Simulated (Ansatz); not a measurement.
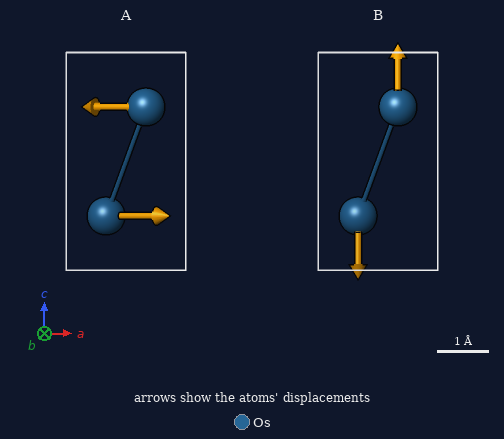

Modes of solid Os, space group P6₃/mmc (No. 194), at the zone centre (one member of each degenerate set). The orange arrows give the relative displacements of the atoms. The picture is a ball-and-stick view of the cell of the calculation, seen along the b axis.

The calculation used DFT PBEsol, scalar-relativistic, plane waves, PAW (Ansatz 0.2.0).

The frequencies depend somewhat on the k-mesh and the smearing.

**Which are infrared-active and which Raman-active?**

A is E₂g, Raman-active by symmetry (168 cm⁻¹). B is B₁g, silent by symmetry (neither infrared- nor Raman-active) (221 cm⁻¹). The crystal has a centre of inversion, so no mode is both. In a metal the free carriers screen the infrared response.
